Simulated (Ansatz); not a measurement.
System: SrO, space group Fm-3m (No. 225), 2 atoms in the cell, rocksalt type.

Space group Fm-3m (No. 225). a = 5.141 Å, b = 5.141 Å, c = 5.141 Å, α = 90.00°, β = 90.00°, γ = 90.00°
```csv
atom,site,symmetry,x,y,z
Sr,4a,m-3m,0.0000,0.0000,0.0000
O,4b,m-3m,0.5000,0.0000,0.0000
```

Computed with Ansatz: DFT, r2SCAN+rVV10, plane waves, PAW, no spin polarisation, 10×10×10 k mesh, 500 eV cutoff, Fermi-Dirac smearing of 0.03 eV.

What does the calculation give for the electronic structure?

There is a gap; over the k points computed it is 3.75 eV (indirect; the smallest direct gap is 3.82 eV). The upper group of valence states starts about 2.1 eV under the valence-band top (which lies at −1.9 eV on this axis), with a gap beneath it; it holds about 6 electrons a cell. Within the window shown, the tallest peak of the filled states lies 0.5 eV under the valence-band top, at about 5.3 states per eV and cell.

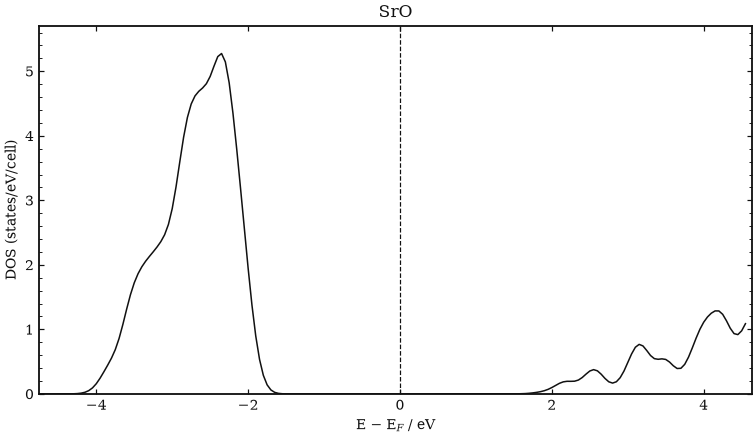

Density of states. Energies are counted from the Fermi level. The curve is built from the levels of the k mesh with Gaussians 0.3 eV wide, which also blur the band edges.
